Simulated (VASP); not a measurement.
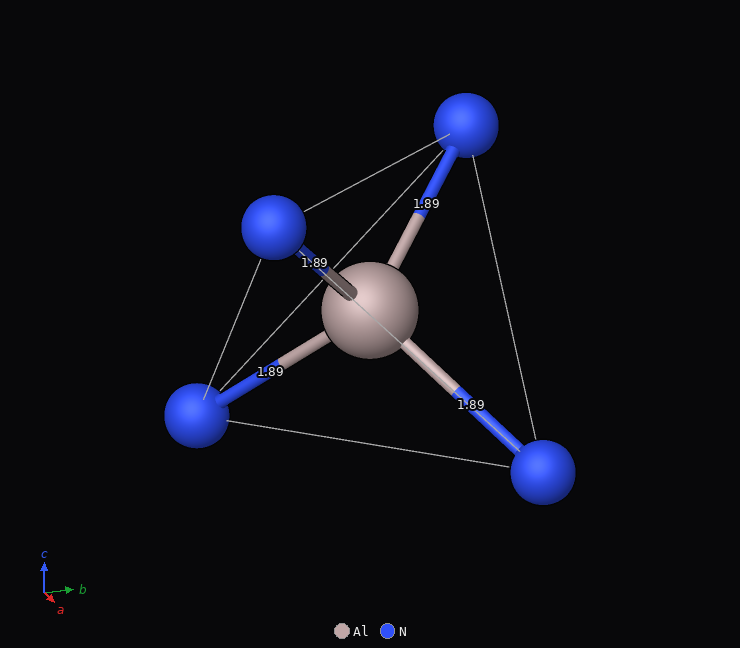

Coordination of Al in AlN (F-43m); bond lengths in Å. Shape measures S are computed against regular polyhedra or, for capped shapes, the nearer of the equal-edge and equal-bond forms. Source: a cell listed in the Materials Project, as set up for an electronic-structure calculation.

> Name the coordination polyhedron and say how regular it is.

AlN4: an essentially ideal tetrahedron (coordination number 4, S = 0.00; next best see-saw, S = 9.8).

> Does the central atom sit at the centroid of its ligands?

Yes, to within 0.01 Å; the site symmetry is -43m.
